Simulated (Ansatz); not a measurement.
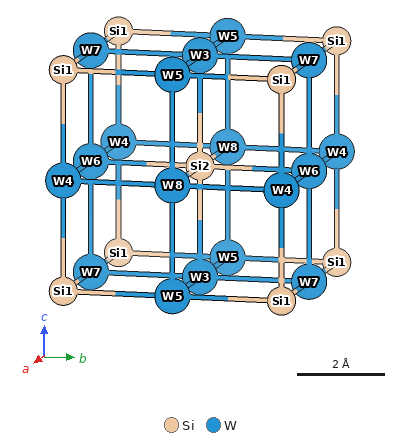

Fig. 1: The structure (ball-and-stick view of the cell of the calculation, set on other vectors, seen slightly off an axis; atoms are numbered from 1 in the order of the input). An atom can appear more than once, as a periodic image.

**Run report: W3Si, single-point calculation**

The run: single-point calculation of W3Si (Im-3m, 8 atoms in the cell). Method and program: DFT PBE, scalar-relativistic, plane waves, PAW, no spin polarisation (Ansatz 0.2.0).

The structure derives from a Materials Project entry. It belongs to a series of runs on one base structure; here: the relaxed cell repeated 2 times. Figures and captions count atoms from 1; the log counts them from 0 in places.

Log:
```
Engine: ansatz 0.2.0, aarch64-unknown-linux-gnu
Pseudopotentials: kind: paw
Pseudopotential: Si, paw, valence charge 4, recommended cutoff 420 eV (normal), Si.paw.azcp
Pseudopotential: W, paw, valence charge 14, recommended cutoff 420 eV (normal), W.paw.azcp
Functional definition: PBE
  parameter kappa = 0.804
  parameter beta = 0.06672455060314922
  exchange = pbe_x(kappa = kappa, mu = beta*pi^2/3)
  correlation = pbe_c(beta = beta)
Crystal: 8 atoms, lattice volume = 141.220 Å³
Basis set: ecut = 420 eV, 2777 PW (Γ), exchange–correlation on 72×72×72 points (8 copies of the dense FFT grid, shifted against one another)
Bands: 56, of which v1, the nominal top of the filled ones, is band 46 counted from 1 (45 counted from 0)
Symmetry: 96 space group operations
Space group: Im-3m (ITA 229), of the structure as read, at distance tolerance 5.2e-5 Å
k-points: 56 of 1000
Non-local potential: Si, projectors of the file, l = 0: 2, l = 1: 2, l = 2: 2
Non-local potential: W, projectors of the file, l = 0: 3, l = 1: 2, l = 2: 2, l = 3: 1
PAW form: soft (Blöchl's): semilocal exchange-correlation on the pseudo side does not see the compensation charge
PAW one-centre angular grid: Si, 110 points (default); XC on 64 Gauss nodes
PAW one-centre angular grid: W, 590 points (default); XC on 64 Gauss nodes
Initial density: superposition of atomic densities (neutral atoms: chi_scale 0, normalization atom), corrected by the library's trained network
Initial wavefunctions: pseudopotential atomic-orbital guess
Functional: x = pbe(κ = 0.804, μ = 0.2195149727645171), c = pbe(β = 0.06672455060314922)
SCF iter   1: F=—  HF=-63569.839977 eV  |F-HF|=—  |Δ(HF+E_count)|=         —  Δρ=5.45e-3  dr2=4.48e-2  ethr=1.77e-3  ⟨swp⟩=5.4  Hψ=11887  notcnv=0
preconditioner: auto → Kerker (q_TF=auto, 2.540 Å⁻¹)  [metal: Δε(μ)=0.006 eV  Ē_g=4.606 eV  σ=0.150 eV  W_gap=0.02  n_scr=32 (ndim 8)  ℏωp=20.7 eV  f_vac=0.000  D(μ)=9.75/eV (n_scr^D=92)]
SCF iter   2: F=—  HF=-63569.834301 eV  |F-HF|=—  |Δ(HF+E_count)|=   5.68e-3  Δρ=3.09e-3  dr2=1.46e-2  ethr=4.87e-5  ⟨swp⟩=1.1  Hψ=3690  notcnv=0  defer=1
SCF iter   3: F=—  HF=-63569.832474 eV  |F-HF|=—  |Δ(HF+E_count)|=   1.83e-3  Δρ=2.73e-4  dr2=6.70e-5  ethr=1.58e-5  ⟨swp⟩=2.0  Hψ=4306  notcnv=0  defer=1
SCF iter   4: F=—  HF=-63569.832234 eV  |F-HF|=—  |Δ(HF+E_count)|=   2.40e-4  Δρ=5.12e-5  dr2=3.88e-6  ethr=7.28e-8  ⟨swp⟩=2.0  Hψ=5564  notcnv=0  defer=1
iter 5 did not close the SCF: its close was put off for the readings that it lacked (scf_convergence_deferred on its scf_iter line)
SCF iter   5: F=-63569.832234 eV  HF=-63569.832234 eV  |F-HF|=1.11e-8  |Δ(HF+E_count)|=   1.05e-7  Δρ=9.96e-6  dr2=8.76e-8  ethr=4.22e-9  ⟨swp⟩=2.0  Hψ=4272  notcnv=0  defer=1
SCF iter   6: F=-63569.832234 eV  HF=-63569.832234 eV  |F-HF|=1.24e-9  |Δ(HF+E_count)|=   2.72e-8  Δρ=1.79e-6  dr2=2.80e-9  ethr=9.52e-11  ⟨swp⟩=10.2  Hψ=20671  notcnv=0
SCF 1 converged in 6 iterations: F = -63569.832234 eV  dr2 = 2.80e-9
  greatest PAW one-centre occupation: 1.000 electrons in one spin orbital (limit 2), on the W atom at site 7 (counted from 0), in its partial waves of l = 0
SCF converged after 6 iterations
Free energy (F): -63569.832234 eV
Harris-Foulkes:  -63569.832234 eV  (|F-HF|=1.24e-9)
Internal energy: -63569.722977 eV  (E = F + TS)
E sigma→0 (E₀):  -63569.777606 eV
Entropy (-TS):   -0.109257 eV (-13.657 meV/atom)
Fermi energy:    16.753311 eV
--- Per-component energies (eV) ---
  E_band       = -860.505451
  E_kinetic    = 2772.960751
  E_local      = -5351.447978  (includes V_loc(G=0)·N_el)
  E_nonlocal   = 69.478148
  E_hartree    = 1960.689243
  E_xc         = -1703.969003
  E_vxc        = -1516.071101  (∫ρ·V_xc dr)
  E_paw        = -52402.790492  (= ΣΔE_a)
  E_vpaw       = -756.802495  (= ΣTr[D̂ρ^β])
  E_aug_tail   = -0.000358  (compensation charges beyond the density's cutoff)
  E_ewald      = -8914.643288
  E_smearing   = -0.109257  (= −TS)
  E_closure    = 0.000000  (closes the sum)
  Σ components = -63569.832234   (vs F -63569.832234, Δ=0.00e0)
--- Forces (eV/Å), atoms counted from 1 ---
  atom   1  Si     0.00000000    -0.00000000     0.00000000
  atom   2  Si     0.00000000    -0.00000000     0.00000000
  atom   3  W     -0.00000000     0.00000000    -0.00000000
  atom   4  W     -0.00000000     0.00000000     0.00000000
  atom   5  W     -0.00000000     0.00000000     0.00000000
  atom   6  W     -0.00000000     0.00000000    -0.00000000
  atom   7  W     -0.00000000    -0.00000000    -0.00000000
  atom   8  W     -0.00000000     0.00000000    -0.00000000
  max |Σ_I F_I| component: 2.72e-28 eV/Å
--- Stress (GPa, compression-positive) ---
        0.155443      -0.000000       0.000000
       -0.000000       0.155443       0.000000
        0.000000      -0.000000       0.155443
  P = ⅓ Tr σ = 0.1554 GPa (1.554 kbar)
--- Band table (eV; the first three rows and the last of 56) ---
  k-point 0: bands = ["-57.1669", "-57.1102", "-57.1102", "-57.0017", "-57.0017", "-56.9496", "-22.0170", "-22.0170", "-22.0170", "-21.9773", "-21.9773", "-21.9773", "-21.4348", "-21.4348", "-21.4348", "-21.3975", "-21.3975", "-21.3975", "-20.6285", "-20.6285", "-20.6285", "-20.6230", "-20.6230", "-20.6230", "6.3840", "7.8921", "12.1038", "12.1038", "12.1038", "12.1103", "12.1103", "12.1915", "12.9640", "12.9640", "13.4064", "13.7401", "13.7401", "13.7401", "14.0139", "14.0139", "14.0139", "16.4166", "16.4166", "16.4166", "16.7645", "16.7645", "17.1790", "17.1790", "17.8907", "17.8907", "17.8907", "18.6883", "18.6883", "18.6883", "20.3072", "20.3072"]
  k-point 1: bands = ["-57.1651", "-57.1112", "-57.1076", "-57.0044", "-57.0009", "-56.9514", "-22.0154", "-22.0154", "-21.9874", "-21.9775", "-21.9775", "-21.9466", "-21.4357", "-21.4344", "-21.4344", "-21.3989", "-21.3989", "-21.3965", "-20.6642", "-20.6582", "-20.6286", "-20.6286", "-20.6234", "-20.6234", "6.4488", "7.9195", "11.9804", "12.1360", "12.1376", "12.1376", "12.2042", "12.2248", "12.9692", "13.0503", "13.4532", "13.5981", "13.5981", "13.6889", "13.8993", "14.1964", "14.1964", "15.7181", "16.4130", "16.4130", "16.7601", "17.0349", "17.1523", "17.9085", "17.9277", "17.9277", "17.9429", "18.6513", "18.6513", "18.6668", "20.1709", "20.1709"]
  k-point 2: bands = ["-57.1600", "-57.1141", "-57.1000", "-57.0122", "-56.9983", "-56.9562", "-22.0110", "-22.0110", "-21.9785", "-21.9785", "-21.9016", "-21.8571", "-21.4387", "-21.4333", "-21.4333", "-21.4029", "-21.4029", "-21.3926", "-20.7669", "-20.7589", "-20.6288", "-20.6288", "-20.6244", "-20.6244", "6.6368", "7.9806", "11.6560", "12.1830", "12.2313", "12.2345", "12.2345", "12.5111", "12.9827", "13.2882", "13.3892", "13.3892", "13.5447", "13.6425", "13.7036", "14.5289", "14.5289", "14.9754", "16.4101", "16.4101", "16.7518", "17.0791", "17.5729", "17.9607", "17.9975", "17.9975", "18.4427", "18.4427", "18.6051", "18.9156", "19.8747", "19.8747"]
  k-point 55: bands = ["-57.0572", "-57.0572", "-57.0572", "-57.0572", "-57.0572", "-57.0572", "-21.4814", "-21.4814", "-21.4039", "-21.4039", "-21.4039", "-21.4039", "-21.3505", "-21.3505", "-21.3505", "-21.3505", "-21.3505", "-21.3505", "-21.3157", "-21.3157", "-21.3157", "-21.3157", "-21.3157", "-21.3157", "9.1234", "9.1234", "11.4918", "11.4918", "11.4918", "11.4918", "11.4918", "11.4918", "15.3954", "15.3954", "15.3954", "15.3954", "15.3954", "15.3954", "15.8130", "15.8130", "15.8130", "15.8130", "15.8130", "15.8130", "15.9004", "15.9004", "16.6795", "16.6795", "16.6795", "16.6795", "17.7291", "17.7291", "17.7291", "17.7291", "17.7291", "17.7291"]
```

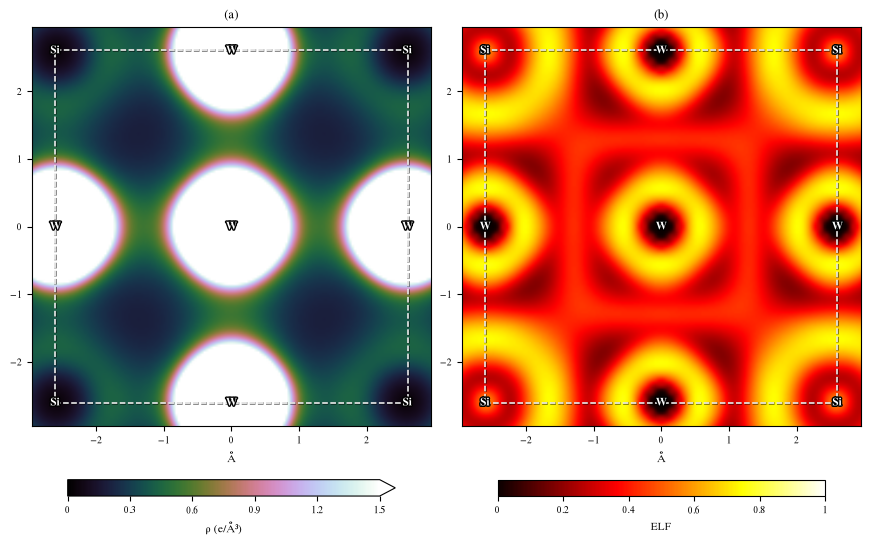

Fig. 2: (a) valence electron density; (b) ELF on the (100) plane of the conventional cell. The section cuts through Si and W sites. Si–W (2.60 Å): the density is about 0.41 e/Å³ at the midpoint; the ELF is about 0.45 at the midpoint. W–W (2.60 Å): the density is about 0.55 e/Å³ at the midpoint; the ELF is about 0.45 at the midpoint (no shared electron pair). Away from the nuclei the density in this plane falls to 0.19 e/Å³ at its lowest. The strong features right at W lie inside the PAW spheres (semicore, d or f shells) and say nothing about bonding. Core electrons are frozen (PAW), so the fields are smoothed inside the atomic spheres.

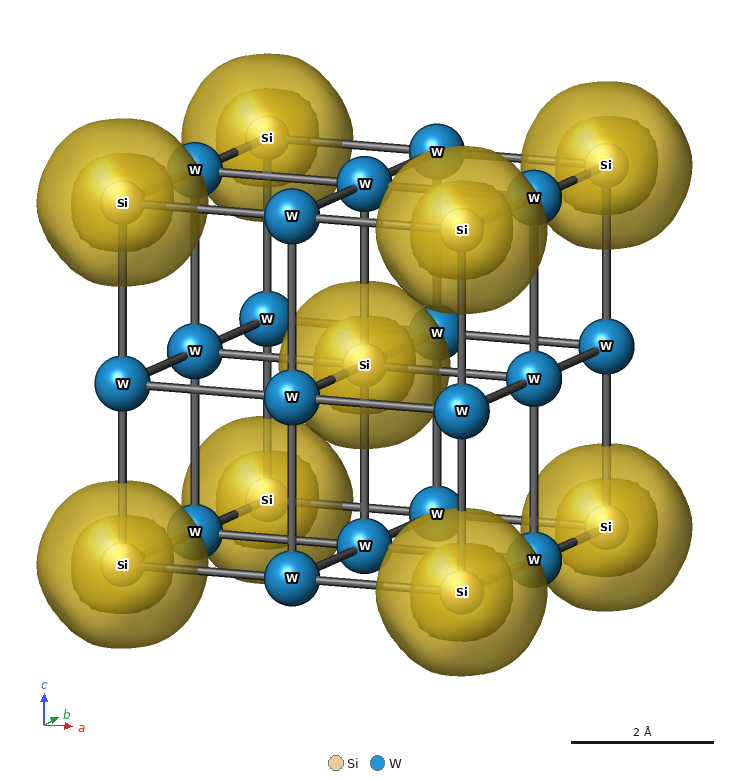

Fig. 3: Isosurface of the ELF at 0.6 (yellow), seen slightly off an axis. Only the valence region is drawn (cores and ρ < 0.01 e/Å³ removed). Sticks mark near contacts. The outline is the cell set on symmetry axes. Along the contacts the grid gives the following. Si–W (2.60 Å): the ELF is about 0.45 at the midpoint. W–W (2.60 Å): the ELF is about 0.45 at the midpoint; no localised pair between them.

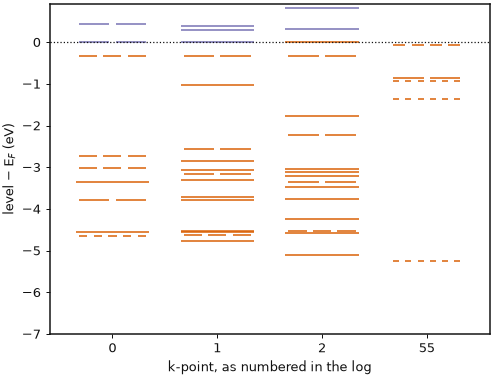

Fig. 4: Kohn–Sham levels near the Fermi level (dotted) at the few k-points that the log prints; levels within 0.02 eV of each other stand side by side. The system is metallic on the full mesh.

The run was set up as follows.

Input file:
```yaml
crystal:
  lattice:
    - [0.0, -5.2075323816, 0.0]
    - [-5.2075323816, 0.0, 0.0]
    - [0.0, 0.0, -5.2075323816]
  atoms:
    - { symbol: Si, position: [0.0, 0.0, 0.0] }
    - { symbol: Si, position: [0.5, 0.5, 0.5] }
    - { symbol: W, position: [0.5, 0.5, 0.0] }
    - { symbol: W, position: [1.0, 1.0, 0.5] }
    - { symbol: W, position: [0.5, 0.0, 0.0] }
    - { symbol: W, position: [0.0, 0.5, 0.5] }
    - { symbol: W, position: [0.0, 0.5, 0.0] }
    - { symbol: W, position: [0.5, 0.0, 0.5] }
basis:
  ecutwfc: 420
kpoints:
  mp_grid: { grid: [10, 10, 10] }
hamiltonian:
  xc: pbe
scf:
  occupations: { method: gaussian, width: 0.15 }
output:
  forces: true
  stress: true
  eigenvalues: true
  write_density: true
  write_potential: true
  elf: true
  volumetric_format: npy
```

Launched with:
```bash
ansatz run input.yaml --threads 2 --pin off --max-ram 5120MiB --backend cpu --events-out ev --progress --plain --runs-dir out
```

Results in brief:

- outcome: converged
- space group (tolerance 0.01 Å): Im-3m (229)
- electrons treated: 92
- free energy: −63569.8322 eV
- Fermi energy: 16.753 eV
- gap on the k-point mesh: none (metallic)
- pressure: 0.16 GPa
- largest force (length of the vector): under 0.001 eV/Å
- hardware: 2 threads of Arm Neoverse V2, 24 GiB of memory available, shared host
- wall time: 13 s (CPU time 25 s)
- peak memory: 0.6 GiB

Notes:

Spin–orbit coupling is left out, which matters for W.
